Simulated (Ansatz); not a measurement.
# Ta(100) with 4 layers of random Ta-Li, 2x2: scattering by chemical disorder, part 2 of 2

Wanted: resistance against the alloy's length, first Ta(100) with 4 layers of random Ta-Li, 2x2.

Ansatz 0.2.0; Ansatz plane-wave DFT, PBE, PAW files; ballistic transport by layer matching (Landauer), zero bias; PAW set soft_1.

So far. Step 3 (With 8 alloy layers): Over the solved energies the transmission per spin lies between 3.77 and 4.04, out of 10.3 channels of the lead on average (up to 10.5).

### 4. With 12 alloy layers

System of this step: Ta(100) with 12 layers of random Ta-Li, 2x2. The cell holds 88 atoms: 82 Ta and 6 Li. Its edges and angles: a = 6.605 Å, b = 6.605 Å, c = 36.328 Å, α = 90.0°, β = 90.0°, γ = 90.0°. It derives from Ta. Regions: lead, 40 atoms (40 Ta); scattering region, 48 atoms (42 Ta and 6 Li). The structure is stacked along c, and the current runs across the ab planes.

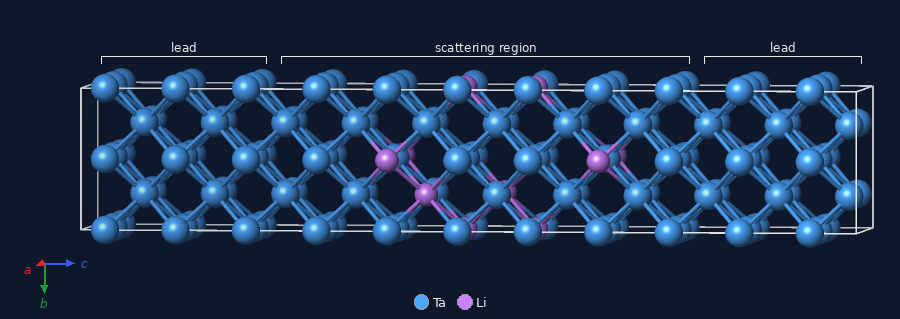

The cell of this step (tantalum blue, lithium purple). Some periodic images of atoms are drawn too.

File input.yaml:

```yaml
crystal:
  lattice:
    - [6.60512, 0.0, 0.0]
    - [0.0, 6.60512, 0.0]
    - [0.0, 0.0, 36.32816]
  atoms:
    - { symbol: Ta, position: [0.0, 0.0, 0.0227272727] }
    - { symbol: Ta, position: [0.0, 0.5, 0.0227272727] }
    - { symbol: Ta, position: [0.5, 0.0, 0.0227272727] }
    - { symbol: Ta, position: [0.5, 0.5, 0.0227272727] }
    - { symbol: Ta, position: [0.25, 0.25, 0.0681818182] }
    - { symbol: Ta, position: [0.25, 0.75, 0.0681818182] }
    - { symbol: Ta, position: [0.75, 0.25, 0.0681818182] }
    - { symbol: Ta, position: [0.75, 0.75, 0.0681818182] }
    - { symbol: Ta, position: [0.0, 0.0, 0.1136363636] }
    - { symbol: Ta, position: [0.0, 0.5, 0.1136363636] }
    - { symbol: Ta, position: [0.5, 0.0, 0.1136363636] }
    - { symbol: Ta, position: [0.5, 0.5, 0.1136363636] }
    - { symbol: Ta, position: [0.25, 0.25, 0.1590909091] }
    - { symbol: Ta, position: [0.25, 0.75, 0.1590909091] }
    - { symbol: Ta, position: [0.75, 0.25, 0.1590909091] }
    - { symbol: Ta, position: [0.75, 0.75, 0.1590909091] }
    - { symbol: Ta, position: [0.0, 0.0, 0.2045454545] }
    - { symbol: Ta, position: [0.0, 0.5, 0.2045454545] }
    - { symbol: Ta, position: [0.5, 0.0, 0.2045454545] }
    - { symbol: Ta, position: [0.5, 0.5, 0.2045454545] }
    - { symbol: Ta, position: [0.25, 0.25, 0.25] }
    - { symbol: Ta, position: [0.25, 0.75, 0.25] }
    - { symbol: Ta, position: [0.75, 0.25, 0.25] }
    - { symbol: Ta, position: [0.75, 0.75, 0.25] }
    - { symbol: Ta, position: [0.0, 0.0, 0.2954545455] }
    - { symbol: Ta, position: [0.0, 0.5, 0.2954545455] }
    - { symbol: Ta, position: [0.5, 0.0, 0.2954545455] }
    - { symbol: Ta, position: [0.5, 0.5, 0.2954545455] }
    - { symbol: Ta, position: [0.25, 0.25, 0.3409090909] }
    - { symbol: Ta, position: [0.25, 0.75, 0.3409090909] }
    - { symbol: Ta, position: [0.75, 0.25, 0.3409090909] }
    - { symbol: Ta, position: [0.75, 0.75, 0.3409090909] }
    - { symbol: Ta, position: [0.0, 0.0, 0.3863636364] }
    - { symbol: Li, position: [0.0, 0.5, 0.3863636364] }
    - { symbol: Ta, position: [0.5, 0.0, 0.3863636364] }
    - { symbol: Ta, position: [0.5, 0.5, 0.3863636364] }
    - { symbol: Ta, position: [0.25, 0.25, 0.4318181818] }
    - { symbol: Ta, position: [0.25, 0.75, 0.4318181818] }
    - { symbol: Ta, position: [0.75, 0.25, 0.4318181818] }
    - { symbol: Li, position: [0.75, 0.75, 0.4318181818] }
    - { symbol: Ta, position: [0.0, 0.0, 0.4772727273] }
    - { symbol: Ta, position: [0.0, 0.5, 0.4772727273] }
    - { symbol: Li, position: [0.5, 0.0, 0.4772727273] }
    - { symbol: Ta, position: [0.5, 0.5, 0.4772727273] }
    - { symbol: Ta, position: [0.25, 0.25, 0.5227272727] }
    - { symbol: Li, position: [0.25, 0.75, 0.5227272727] }
    - { symbol: Ta, position: [0.75, 0.25, 0.5227272727] }
    - { symbol: Ta, position: [0.75, 0.75, 0.5227272727] }
    - { symbol: Ta, position: [0.0, 0.0, 0.5681818182] }
    - { symbol: Ta, position: [0.0, 0.5, 0.5681818182] }
    - { symbol: Li, position: [0.5, 0.0, 0.5681818182] }
    - { symbol: Ta, position: [0.5, 0.5, 0.5681818182] }
    - { symbol: Ta, position: [0.25, 0.25, 0.6136363636] }
    - { symbol: Ta, position: [0.25, 0.75, 0.6136363636] }
    - { symbol: Ta, position: [0.75, 0.25, 0.6136363636] }
    - { symbol: Ta, position: [0.75, 0.75, 0.6136363636] }
    - { symbol: Ta, position: [0.0, 0.0, 0.6590909091] }
    - { symbol: Li, position: [0.0, 0.5, 0.6590909091] }
    - { symbol: Ta, position: [0.5, 0.0, 0.6590909091] }
    - { symbol: Ta, position: [0.5, 0.5, 0.6590909091] }
    - { symbol: Ta, position: [0.25, 0.25, 0.7045454545] }
    - { symbol: Ta, position: [0.25, 0.75, 0.7045454545] }
    - { symbol: Ta, position: [0.75, 0.25, 0.7045454545] }
    - { symbol: Ta, position: [0.75, 0.75, 0.7045454545] }
    - { symbol: Ta, position: [0.0, 0.0, 0.75] }
    - { symbol: Ta, position: [0.0, 0.5, 0.75] }
    - { symbol: Ta, position: [0.5, 0.0, 0.75] }
    - { symbol: Ta, position: [0.5, 0.5, 0.75] }
    - { symbol: Ta, position: [0.25, 0.25, 0.7954545455] }
    - { symbol: Ta, position: [0.25, 0.75, 0.7954545455] }
    - { symbol: Ta, position: [0.75, 0.25, 0.7954545455] }
    - { symbol: Ta, position: [0.75, 0.75, 0.7954545455] }
    - { symbol: Ta, position: [0.0, 0.0, 0.8409090909] }
    - { symbol: Ta, position: [0.0, 0.5, 0.8409090909] }
    - { symbol: Ta, position: [0.5, 0.0, 0.8409090909] }
    - { symbol: Ta, position: [0.5, 0.5, 0.8409090909] }
    - { symbol: Ta, position: [0.25, 0.25, 0.8863636364] }
    - { symbol: Ta, position: [0.25, 0.75, 0.8863636364] }
    - { symbol: Ta, position: [0.75, 0.25, 0.8863636364] }
    - { symbol: Ta, position: [0.75, 0.75, 0.8863636364] }
    - { symbol: Ta, position: [0.0, 0.0, 0.9318181818] }
    - { symbol: Ta, position: [0.0, 0.5, 0.9318181818] }
    - { symbol: Ta, position: [0.5, 0.0, 0.9318181818] }
    - { symbol: Ta, position: [0.5, 0.5, 0.9318181818] }
    - { symbol: Ta, position: [0.25, 0.25, 0.9772727273] }
    - { symbol: Ta, position: [0.25, 0.75, 0.9772727273] }
    - { symbol: Ta, position: [0.75, 0.25, 0.9772727273] }
    - { symbol: Ta, position: [0.75, 0.75, 0.9772727273] }
kpoints:
  mp_grid: { grid: [4, 4, 1] }
hamiltonian:
  xc: pbe
  pseudopotentials: { kind: paw, azcp: { folder: soft_1 } }
scf:
  occupations: { method: fermi_dirac, width: 0.1 }
output:
  transmission: { leads: [[0, 4]], kmesh: [8, 8], e_range: [-0.05, 0.05], de: 0.05 }
  write_potential: true
  write_density: true
  volumetric_format: npy
```

Launch:

```
> ansatz run input.yaml --threads 4 --pin off --max-ram 15360MiB --backend cpu --events-out ev --progress --plain --runs-dir out
```

Numbers of over 12 decimals in the logs are rounded to 6 here.

Log:

```text
[...]
Crystal: 88 atoms, lattice volume = 1584.911 Å³
Basis set: ecut = 420 eV, 30897 PW (Γ)
Bands: 651, of which v1, the nominal top of the filled ones, is band 542 counted from 1 (541 counted from 0)
Symmetry: 1 space group operations
[...]
k-points: 10 of 16 (time reversal used)
[...]
SCF iter   1: F=—  HF=-815757.278786 eV  |F-HF|=—  |Δ(HF+E_count)|=         —  Δρ=4.15e-2  dr2=1.39e2  ethr=3.10e-3  ⟨swp⟩=6.4  Hψ=26204  notcnv=0  defer=16
[...]
SCF iter   9: F=-815746.740799 eV  HF=-815746.740799 eV  |F-HF|=1.61e-8  |Δ(HF+E_count)|=   1.14e-8  Δρ=5.29e-7  dr2=2.06e-8  ethr=9.23e-12  ⟨swp⟩=12.4  Hψ=17038  notcnv=0
SCF 1 converged in 9 iterations: F = -815746.740799 eV  dr2 = 2.06e-8
[...]
transmission: 228 of 2278 steps passed
transmission: 456 of 2278 steps passed
[...]
transmission: 2278 of 2278 steps passed
SCF converged after 9 iterations
Free energy (F): -815746.740799 eV
[...]
Internal energy: -815743.109405 eV  (E = F + TS)
E sigma→0 (E₀):  -815744.925102 eV
Entropy (-TS):   -3.631395 eV (-41.266 meV/atom)
Fermi energy:    17.342097 eV
[...]
--- Band table (eV; the first three rows and the last of 10) ---
  k-point 0: bands = [... 538 lower, 17.9844, 18.0009, 18.0062, 18.0118, 18.0145, 18.0151, 18.0165, 18.0265, ... 105 higher]
  k-point 1: bands = [... 538 lower, 17.6094, 17.6226, 17.6430, 17.6526, 17.6561, 17.6877, 17.7028, 17.7219, ... 105 higher]
  k-point 2: bands = [... 538 lower, 17.2013, 17.2082, 17.2382, 17.2486, 17.2787, 17.3270, 17.3355, 17.3775, ... 105 higher]
  k-point 9: bands = [... 538 lower, 16.7099, 16.7232, 16.7276, 16.7320, 16.7416, 16.7510, 16.7536, 16.7677, ... 105 higher]
--- Transmission ---
  basis      : 377 plane waves across, 67 finite elements along
  points     : 34, standing for a mesh of 8 x 8
[...]
channels       : 1.048438e1 a spin
[...]
junction   : crystal 0 to crystal 0, 0.95 to 35.63 Å
    transmission   : 3.715705e0 a spin
[...]
```

The job ended after 28 min (4 threads of Arm Neoverse V2, shared host; peak memory 8.3 GiB; 1.6 h of CPU time).

Numbers from this step:

```yaml
free_energy: -815746.7408 eV
energy_at_zero_smearing: -815744.9251 eV
fermi_energy: 17.34 eV
transmission_per_spin_nearest_the_fermi_level: 3.716
step_of_the_lead_s_potential: 3.4 meV
```

Per spin. Transmission, zone mean against energy, zero at the Fermi level:

```
energy (eV)  transmission, zone mean
    -0.0500                     3.79
     0.0000                     3.72
     0.0500                     3.58
```

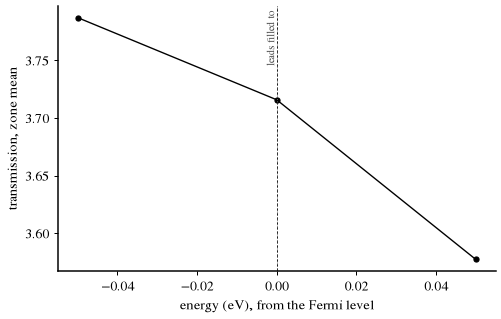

Transmission, zone mean against energy.

Over the solved energies the transmission per spin lies between 3.58 and 3.79, out of 10.2 channels of the lead on average (up to 10.5).

### 5. The fit

This step: Ansatz plane-wave DFT, PBE, PAW files; ballistic transport by layer matching (Landauer), zero bias; residual resistivity from the slope of the area resistance, atoms on the host's lattice; PAW set soft_1 (Ansatz 0.2.0).

This step gave:

| Item | Value |
| --- | --- |
| resistivity | 36.72 µΩ cm |
| intercept | 0.2994 fΩ m² |
| scatter about the fit | 0.07603 fΩ m² |

Resistance, by row:

```
run  length (Å)      T  channels N  RA (fΩ m²)
 n4       6.605  5.417       10.21      0.4882
 n8       13.21  3.913        10.3       0.892
n12       19.82  3.693       10.21      0.9733
```

The area resistance by length of the alloy:

```
length of the alloy (Å)  area resistance (fΩ m²)
                   6.61                    0.488
                  13.21                    0.892
                  19.82                    0.973
```

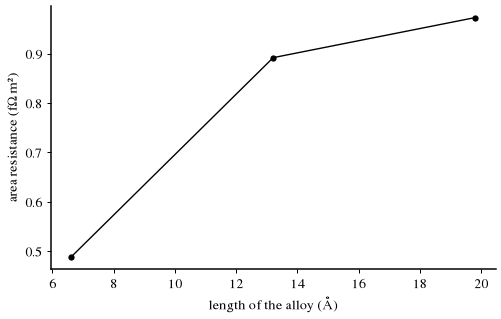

Area resistance, plotted against length of the alloy.

The area resistance goes from 0.49 to 0.97 fΩ m² between 6.6 and 19.8 Å, a slope of 37 µΩ cm.

By hand from the end points: (0.9733 − 0.4882) fΩ m² / (19.82 − 6.61) Å = 37 µΩ cm, since 1 fΩ m² per Å is 1000 µΩ cm.

### 6. Outcome

| Item | Value |
| --- | --- |
| resistivity from the slope | 36.7 µΩ cm |
| area resistance over 6.61 Å | 0.488 fΩ m² |
| area resistance over 13.2 Å | 0.892 fΩ m² |
| area resistance over 19.8 Å | 0.973 fΩ m² |

In words: The slope gives 37 µΩ cm. The points scatter by 0.076 fΩ m² about the line, with one random draw a length in a 2x2 cell, so the slope is a rough value. Read with a model of isotropic scattering on a spherical Fermi surface and the lead's 1.8×10¹⁵ S/m², this slope means a mean free path near 11 Å; over these lengths the model's slope is within 3 % of its bulk resistivity. The draw over the shortest length came out nearly ordered, with 32 symmetry operations, so that point is a poor sample of a random alloy. The atoms sit on the host's lattice, so scattering by size misfit is left out. Spin-orbit coupling is left out, which matters for Ta.

[Logs are printed without paths, hosts, clocks, repeated set-up lines and the standing remarks that a program may print on its own settings, such as how far it seeks lower states.]

[Hosts, paths, dates, database ids (printed as entryN), source tags and the programs' standing remarks are cut or masked in the printed files.]
